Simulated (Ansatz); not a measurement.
# Single-point calculation of Co (part 2 of 2)

The same run, continued: Co (Fm-3m, 1 atom in the cell); DFT HSE06, scalar-relativistic, plane waves, PAW, spin-polarised (Ansatz 0.2.0); cutoff 420 eV, 10×10×10 k-mesh, Gaussian smearing of 0.05 eV, collinear spins. The structure was built on a prototype by a generator; it need not be a known phase. It belongs to a series of runs on one base structure; here: volume 11.231 Å³/atom.

Geometry of the input (Å; fractional positions):
```
0.0000  1.7775  1.7775
1.7775  0.0000  1.7775
1.7775  1.7775  0.0000
Co 0.0000  0.0000  0.0000
```

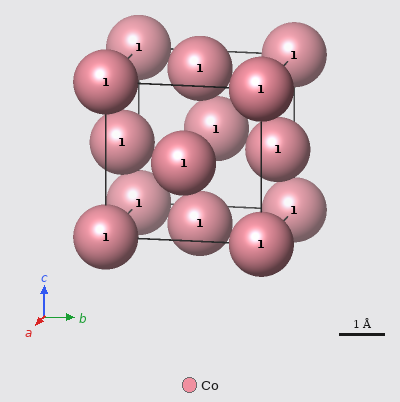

*The structure as given in the input (spheres-only view of the cell 4 times as large as that of the calculation, set on its symmetry axes, seen slightly off an axis; atoms are numbered from 1 in the order of the input).*

### The program's output, continued
```
SCF iter   1: F=—  HF=-5124.212968 eV  |F-HF|=—  |Δ(HF+E_count)|=         —  Δρ=6.32e-4 (↑2.70e-4 ↓6.32e-4)  dr2=1.41e-5  dr2_m=1.91e-5  M=1.891 μB ∫|m|=2.273 μB  β_m=0.30  ethr=3.64e-5  ⟨swp⟩=2.5  Hψ=2957  notcnv=0
preconditioner: auto → none  [insulator: Δε(μ)=0.072 eV  Ē_g=18.187 eV  σ=0.050 eV  W_gap=0.64  n_scr=0 (ndim 8)  ℏωp=33.2 eV  f_vac=0.000  D(μ)=0.68/eV (n_scr^D=8)]
SCF iter   2: F=—  HF=-5124.212992 eV  |F-HF|=—  |Δ(HF+E_count)|=   2.40e-5  Δρ=3.72e-4 (↑3.72e-4 ↓2.98e-4)  dr2=3.42e-6  dr2_m=9.96e-6  M=1.891 μB ∫|m|=2.273 μB  β_m=0.43  ethr=7.61e-8  ⟨swp⟩=4.1  Hψ=3170  notcnv=0
SCF iter   3: F=—  HF=-5124.212996 eV  |F-HF|=—  |Δ(HF+E_count)|=   3.60e-6  Δρ=2.70e-4 (↑1.95e-4 ↓2.70e-4)  dr2=1.03e-6  dr2_m=5.29e-6  M=1.890 μB ∫|m|=2.273 μB  β_m=0.65  ethr=1.83e-8  ⟨swp⟩=3.0  Hψ=2340  notcnv=0
SCF iter   4: F=—  HF=-5124.213000 eV  |F-HF|=—  |Δ(HF+E_count)|=   4.19e-6  Δρ=2.83e-4 (↑4.97e-5 ↓2.83e-4)  dr2=6.29e-6  dr2_m=1.95e-6  M=1.889 μB ∫|m|=2.272 μB  β_m=0.65  ethr=4.81e-9  ⟨swp⟩=3.5  Hψ=3036  notcnv=0
SCF iter   5: F=—  HF=-5124.212999 eV  |F-HF|=—  |Δ(HF+E_count)|=   4.17e-7  Δρ=7.34e-5 (↑6.31e-5 ↓7.34e-5)  dr2=1.48e-7  dr2_m=4.58e-7  M=1.888 μB ∫|m|=2.271 μB  β_m=0.91  ethr=4.81e-9  ⟨swp⟩=3.6  Hψ=3209  notcnv=0
SCF iter   6: F=—  HF=-5124.213000 eV  |F-HF|=—  |Δ(HF+E_count)|=   7.87e-7  Δρ=3.30e-5 (↑3.30e-5 ↓1.89e-5)  dr2=3.06e-8  dr2_m=6.13e-8  M=1.887 μB ∫|m|=2.270 μB  β_m=0.95  ethr=3.15e-10  ⟨swp⟩=4.0  Hψ=3969  notcnv=0
SCF iter   7: F=—  HF=-5124.213000 eV  |F-HF|=—  |Δ(HF+E_count)|=   2.16e-7  Δρ=2.72e-5 (↑1.08e-5 ↓2.72e-5)  dr2=7.79e-8  dr2_m=1.94e-8  M=1.886 μB ∫|m|=2.269 μB  β_m=0.98  ethr=9.69e-11  ⟨swp⟩=4.0  Hψ=3409  notcnv=0
SCF iter   8: F=—  HF=-5124.213000 eV  |F-HF|=—  |Δ(HF+E_count)|=   4.98e-8  Δρ=9.49e-6 (↑9.49e-6 ↓5.88e-6)  dr2=1.29e-8  dr2_m=8.02e-10  M=1.885 μB ∫|m|=2.269 μB  β_m=0.99  ethr=9.69e-11  ⟨swp⟩=4.0  Hψ=3525  notcnv=0
SCF iter   9: F=-5124.213000 eV  HF=-5124.213000 eV  |F-HF|=3.69e-10  |Δ(HF+E_count)|=   1.11e-8  Δρ=2.94e-6 (↑2.94e-6 ↓1.07e-6)  dr2=5.59e-10  dr2_m=3.03e-10  M=1.885 μB ∫|m|=2.268 μB  ethr=7.23e-11  ⟨swp⟩=2.7  Hψ=2412  notcnv=0
SCF 3 converged in 9 iterations: F = -5124.213000 eV  dr2 = 5.59e-10
  Residual-converged pass: ⟨swp⟩=3.0  Hψ=2499  notcnv=0  max |occ|·‖R‖ = 2.4e-6 eV (tolerance 2.4e-6 eV)  dr2=5.63e-10  dr2_m=2.97e-10  dr2_onsite=3.36e-10  max |Δocc| = 5.2e-11
hybrid outer 2: dexx = +5.563e-5 eV, tail = 2.00e-6 eV, Δε = 3.10e-2 eV (about 4.60e-3 eV left of the loop's levels)
Exchange kernel: α = 0.2500, screened, ω = 0.2079 Å⁻¹, Wigner–Seitz truncation, v(0) = 1046.7849 eV·Å³, q-mesh 10×10×10, nearest image of the exchange supercell L = 25.14 Å, pair-density grid 12×12×12, without the augmentation charges, whose exchange is taken in its separable form by FFT convolution over the k-point mesh (sized by the pseudopotential files, 15×15×15 at the most), smooth part of the exact exchange by density-matrix convolution
Frozen-core exchange: fock
SCF iter   1: F=—  HF=-5124.213003 eV  |F-HF|=—  |Δ(HF+E_count)|=         —  Δρ=1.78e-5 (↑1.78e-5 ↓1.45e-5)  dr2=5.27e-8  dr2_m=1.19e-8  M=1.885 μB ∫|m|=2.269 μB  β_m=0.30  ethr=2.09e-8  ⟨swp⟩=2.1  Hψ=2648  notcnv=0
preconditioner: auto → none  [insulator: Δε(μ)=0.063 eV  Ē_g=18.183 eV  σ=0.050 eV  W_gap=0.60  n_scr=0 (ndim 8)  ℏωp=33.2 eV  f_vac=0.000  D(μ)=0.76/eV (n_scr^D=8)]
SCF iter   2: F=—  HF=-5124.213003 eV  |F-HF|=—  |Δ(HF+E_count)|=   5.97e-8  Δρ=1.64e-5 (↑1.05e-5 ↓1.64e-5)  dr2=1.91e-8  dr2_m=9.79e-9  M=1.885 μB ∫|m|=2.269 μB  β_m=0.50  ethr=1.83e-10  ⟨swp⟩=3.2  Hψ=2768  notcnv=0  defer=1
SCF iter   3: F=—  HF=-5124.213003 eV  |F-HF|=—  |Δ(HF+E_count)|=   2.81e-8  Δρ=1.16e-5 (↑1.16e-5 ↓1.07e-5)  dr2=2.87e-9  dr2_m=1.02e-8  M=1.885 μB ∫|m|=2.269 μB  β_m=0.75  ethr=8.39e-11  ⟨swp⟩=3.1  Hψ=2684  notcnv=0
SCF iter   4: F=—  HF=-5124.213003 eV  |F-HF|=—  |Δ(HF+E_count)|=   9.41e-9  Δρ=1.86e-5 (↑4.82e-6 ↓1.86e-5)  dr2=2.52e-8  dr2_m=1.01e-8  M=1.885 μB ∫|m|=2.268 μB  β_m=0.87  ethr=1.28e-11  ⟨swp⟩=3.8  Hψ=3107  notcnv=0
SCF iter   5: F=-5124.213003 eV  HF=-5124.213003 eV  |F-HF|=3.12e-8  |Δ(HF+E_count)|=   2.20e-8  Δρ=1.91e-5 (↑1.91e-5 ↓5.33e-6)  dr2=3.26e-8  dr2_m=5.10e-9  M=1.885 μB ∫|m|=2.268 μB  β_m=0.87  ethr=1.28e-11  ⟨swp⟩=4.0  Hψ=3749  notcnv=0
SCF iter   6: F=—  HF=-5124.213003 eV  |F-HF|=—  |Δ(HF+E_count)|=   1.62e-8  Δρ=2.00e-5 (↑2.00e-5 ↓9.65e-6)  dr2=5.12e-8  dr2_m=2.80e-9  M=1.884 μB ∫|m|=2.268 μB  β_m=0.75  ethr=1.28e-11  ⟨swp⟩=3.6  Hψ=3044  notcnv=0
SCF iter   7: F=—  HF=-5124.213003 eV  |F-HF|=—  |Δ(HF+E_count)|=   4.38e-9  Δρ=5.09e-6 (↑5.09e-6 ↓5.07e-6)  dr2=5.85e-10  dr2_m=2.62e-9  M=1.884 μB ∫|m|=2.268 μB  β_m=0.29  ethr=1.28e-11  ⟨swp⟩=3.5  Hψ=2741  notcnv=0
SCF iter   8: F=-5124.213003 eV  HF=-5124.213003 eV  |F-HF|=5.64e-11  |Δ(HF+E_count)|=   9.02e-9  Δρ=1.80e-6 (↑5.01e-7 ↓1.80e-6)  dr2=6.86e-10  dr2_m=9.79e-11  M=1.884 μB ∫|m|=2.268 μB  ethr=1.00e-12  ⟨swp⟩=4.0  Hψ=3599  notcnv=0
SCF 4 converged in 8 iterations: F = -5124.213003 eV  dr2 = 6.86e-10
  Residual-converged pass: ⟨swp⟩=1.5  Hψ=1436  notcnv=0  max |occ|·‖R‖ = 1.4e-6 eV (tolerance 1.4e-6 eV)  dr2=6.86e-10  dr2_m=9.79e-11  dr2_onsite=2.25e-10  max |Δocc| = 1.2e-12
```

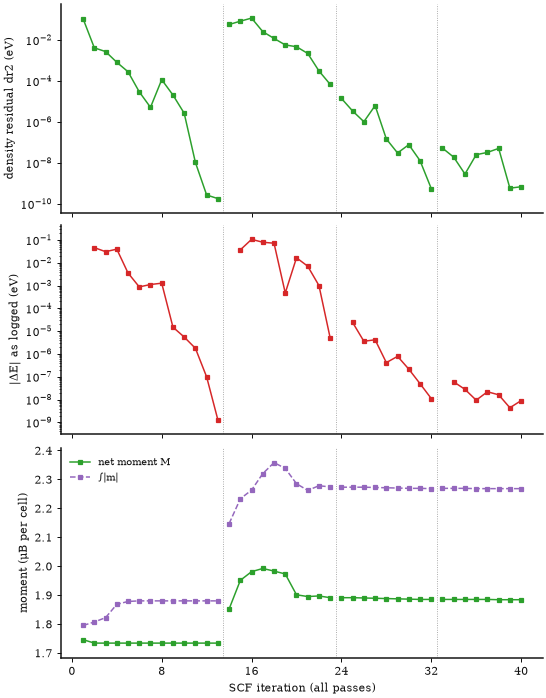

*Convergence of the self-consistent field: density residual dr2, size of the energy change and magnetic moment against the SCF iteration. The run starts with a semilocal functional; after that each stretch between dotted lines is one SCF of the hybrid functional between two exact rebuilds of the exchange operator by the outer loop. Early passes are stopped at a loose threshold.*

The passes take 13, 10, 9 and 8 iterations. The net moment goes from 1.7 to 1.9 μB per cell.

```
hybrid outer 3: dexx = +8.521e-7 eV, tail = 1.11e-8 eV, Δε = 1.88e-3 eV (about 4.34e-4 eV left of the loop's levels), ΔF = 1.85e-31 eV/Å (tail 7.94e-32)
at 1 of the mixer's solves, the last at iteration 4, and at 2 in the SCFs whose states led to this one, it left a direction of its history that read negative out of its fit and stepped the other way along it
this state was not tested for a lower state beside it, because the functional holds exact exchange (a hybrid, or Hartree-Fock), whose exchange loop this test does not read (fock_operator); the stability check (scf.self_checks: high) cannot read this state: a pseudopotential is PAW: the check reads norm-conserving sets alone
hybrid SCF converged: 3 outer / 27 inner (+13 warm-up), last move |dexx| = 8.52e-7 eV, tail = 1.11e-8 eV
Magnetization: 1.8840 μB (9.4420 up, 7.5580 down)
Absolute magnetization: 2.2702 μB (∫|ρ↑−ρ↓|, with the PAW one-centre terms)
Spin contamination: 0.1169 ħ² per cell (⟨S²⟩ above its minimum at these occupations)
Per-site moments (μB) at R_I (Å): [(2.0468104878520195, 1.0369088451141117)]
Free energy (F): -5124.213003 eV
Frozen-core exchange: fock
Harris-Foulkes:  -5124.213003 eV  (|F-HF|=5.64e-11)
Internal energy: -5124.212034 eV  (E = F + TS)
E sigma→0 (E₀):  -5124.212519 eV
Entropy (-TS):   -0.000969 eV (-0.969 meV/atom)
Fermi energy:    18.160147 eV
--- Per-component energies (eV) ---
  E_band       = -308.358517
  E_kinetic    = 452.976910
  E_local      = -2887.784617  (includes V_loc(G=0)·N_el)
  E_nonlocal   = 459.744270
  E_hartree    = 1210.773435
  E_xc         = -125.884567
  E_vxc        = -161.156437  (∫ρ·V_xc dr)
  E_exx        = -84.626370  (= α·E_x^exact, valence–valence)
  E_paw        = -1465.622377  (= ΣΔE_a)
  E_vpaw       = -424.431965  (= ΣTr[D̂ρ^β])
  E_aug_tail   = 0.000056  (compensation charges beyond the density's cutoff)
  E_ewald      = -2683.578466
  E_core_change = -0.210308  (= ΣΔE_core)
  E_smearing   = -0.000969  (= −TS)
  E_closure    = 0.000000  (closes the sum)
  Σ components = -5124.213003   (vs F -5124.213003, Δ=-9.09e-13)
--- Forces (eV/Å), atoms counted from 1 ---
  atom   1  Co     0.00000000     0.00000000    -0.00000000
  max |Σ_I F_I| component: 7.40e-32 eV/Å
--- Stress (GPa, compression-positive) ---
        0.012941      -0.000000      -0.000000
        0.000000       0.012941      -0.000000
        0.000000      -0.000000       0.012941
  P = ⅓ Tr σ = 0.0129 GPa (0.129 kbar)
--- Band table (eV; the first three rows and the last of 94) ---
  k-point 0 ↑: bands = ["-84.7692", "-46.3533", "-46.3533", "-46.3533", "7.9631", "13.1663", "13.1663", "13.1663", "13.6054", "13.6054", "41.6134", "45.7682", "45.7682", "45.7682"]
  k-point 1 ↑: bands = ["-84.7643", "-46.3823", "-46.3576", "-46.3576", "8.3957", "13.0785", "13.2421", "13.2421", "13.5956", "13.5956", "40.2936", "43.1250", "45.1915", "45.1915"]
  k-point 2 ↑: bands = ["-84.7515", "-46.4583", "-46.3692", "-46.3692", "9.5680", "12.9819", "13.1740", "13.1740", "13.8529", "13.8529", "35.6448", "42.2500", "44.3568", "44.3568"]
  k-point 46 ↓: bands = ["-81.3772", "-43.0395", "-42.9703", "-42.9033", "14.3662", "15.2753", "15.6090", "19.3092", "20.6149", "25.3654", "28.4476", "30.2515", "31.0381", "46.0245"]
--- Löwdin populations: 1 site ---
  site symbol       q [e]    m [muB]
     0     Co     16.7397     2.0226
  spilling = 0.015310 (of n_electrons = 17.000000)
```

### File populations.tsv
```
# site	symbol	l	j	q_up	q_dn
# orbitals = lowdin
# n_electrons = 17.000000
# spilling = 0.015310
0	Co	0_3S	-	0.994165	0.994374
0	Co	0_4S	-	0.470491	0.511800
0	Co	1_3P	-	2.998884	2.998676
0	Co	2_3D	-	4.917644	2.853702
```

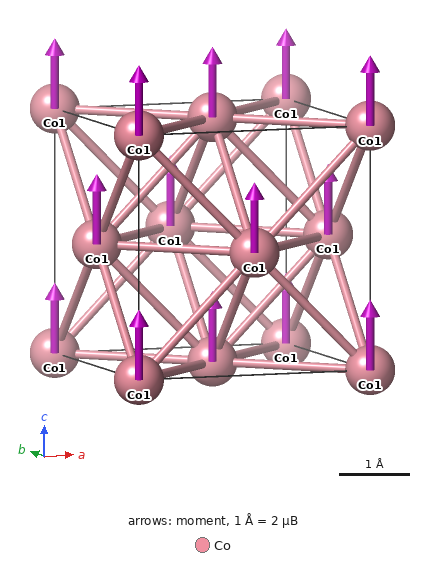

*Magnetic moments of the sites as pink arrows (ball-and-stick view of the cell 4 times as large as that of the calculation, set on its symmetry axes, seen slightly off an axis; atoms are numbered from 1 in the order of the input); small moments hardly show. The run is collinear, so the axis drawn is arbitrary.*

Site moments: Co1 (2.05 μB). They are counted near the atoms and needn't add up to the moment of the cell.

### Key numbers

```json
{"quantity": "outcome", "value": "converged"}
{"quantity": "space group (tolerance 0.01 Å)", "value": "Fm-3m (225)"}
{"quantity": "electrons treated", "value": "17"}
{"quantity": "free energy", "value": "−5124.2130 eV"}
{"quantity": "Fermi energy", "value": "18.160 eV"}
{"quantity": "gap on the k-point mesh", "value": "none (metallic)"}
{"quantity": "net moment of the cell", "value": "1.88 μB"}
{"quantity": "integrated absolute moment", "value": "2.27 μB"}
{"quantity": "pressure", "value": "0.01 GPa"}
{"quantity": "largest force (length of the vector)", "value": "under 0.001 eV/Å"}
{"quantity": "hardware", "value": "4 threads of an x86-64 CPU, shared host"}
{"quantity": "wall time", "value": "19 s (CPU time 64 s)"}
{"quantity": "peak memory", "value": "1.3 GiB"}
```

### Notes

Warnings of the run: the state was not tested for a lower one; the exchange loop's threshold is looser than advised for the stress; the SCF threshold is looser than advised for the printed stress.
